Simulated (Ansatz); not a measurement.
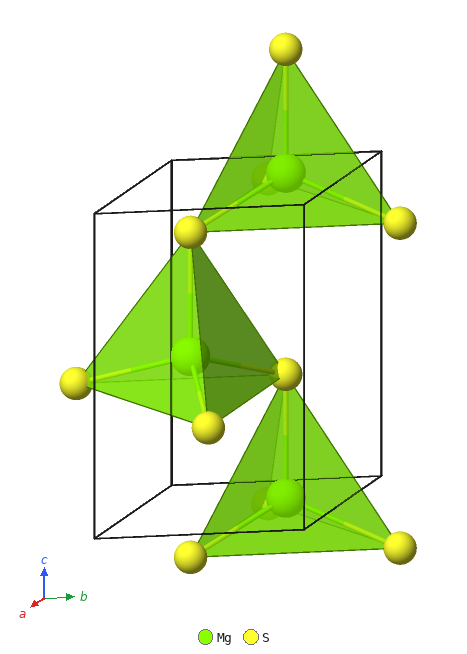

Drawn in the polyhedral manner and seen slightly off an axis. Thin lines show the unit cell, with boundary atoms drawn in all their periodic places. Some atoms of the next cells are drawn as well.

MgS, a = 4.029 Å, b = 4.055 Å, c = 6.454 Å, α = 90.00°, β = 90.00°, γ = 120.64°. Strictly the space group is P2_1 (No. 4, within 0.01 Å). It is a distorted form of a primitive hexagonal structure, space group P6_3mc (No. 186) within 0.25 Å: wurtzite. Its origin is a structure type filled with these elements by a generator (whether the compound takes this form wasn't checked). The cell was then strained or its atoms displaced on purpose. A calculation with Ansatz used it as input.

This one geometry was computed with Ansatz (DFT, plane waves, PAW) at three levels of theory: r2SCAN, HSE06 and PBE. It was relaxed with r2SCAN and then strained.

### How does the band gap change with the level of theory?

PBE: a gap of 3.47 eV, direct; r2SCAN: a gap of 4.15 eV, direct; HSE06: a gap of 4.53 eV, direct.

### Collect the results in a table.

| level | cutoff (eV) | k-mesh of the run's cell | gap (eV) | pressure (GPa) |
| --- | --- | --- | --- | --- |
| r2SCAN | 500 | 12×12×4 | 4.15 | 0.0 |
| HSE06 | 420 | 6×6×4 | 4.53 | 0.0 |
| PBE | 420 | 12×12×4 | 3.47 | 1.1 |

Gaps are taken on the k-mesh or band path of each run.
